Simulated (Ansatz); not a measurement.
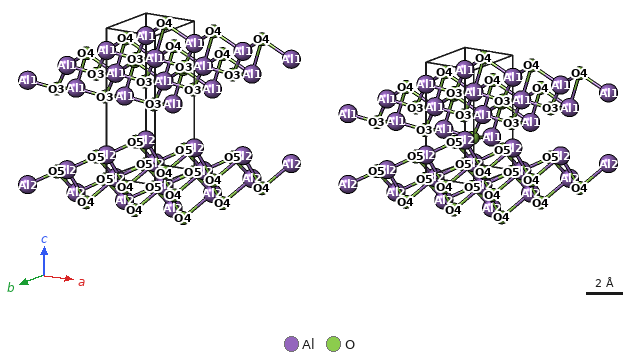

Two geometries of crystalline Al2O3 (set up in P-6m2), drawn at one scale. One is the start of a relaxation, the other its converged end. The picture is a ball-and-stick view of the cell of the calculation, repeated 3 × 3 × 1 with one cell outlined, seen from a free direction.

The calculation used Kohn-Sham DFT of a periodic cell, PBEsol with D3(BJ), Ansatz PAW in Ansatz 0.2.0. Settings: plane-wave cutoff 420 eV; k-point mesh 11 × 11 × 3; occupations fermi-dirac; smearing width 0.05 eV; no spin polarisation; cell and atoms relaxed; force threshold 0.01 eV/Å; at most 40 steps.

Which of the two is the end point?

Answer. The right one is the relaxed one. The run lets cell and atoms move. The energy falls by 0.155 eV per cell of the calculation in 13 accepted moves (17 points after the start). The largest force component goes from 0.14 to 0.00022 eV/Å. The pressure goes from −4.34 to −0.01 GPa. The line search rejected the trial step at point 6 of the run. The SCF was repeated 3 times at an unchanged geometry on a basis and grid sized afresh for the cell, which shifted the energy by 15.2 meV per cell of the calculation at most. The largest moves relative to the cell, 0.46 Å, are those of O3 and O5. O5 goes along +c. By element the largest moves are O 0.46 Å, Al 0.30 Å. Cell: a = b 2.884 → 2.849 Å (−1.2 %), c 9.337 → 7.192 Å (−23.0 %). Volume −24.9 %. Some distances before and after: Al1–O4 2.176 → 2.147 Å, Al1–O3 1.797 → 1.780 Å. The space group stays P-6m2 (No. 187).
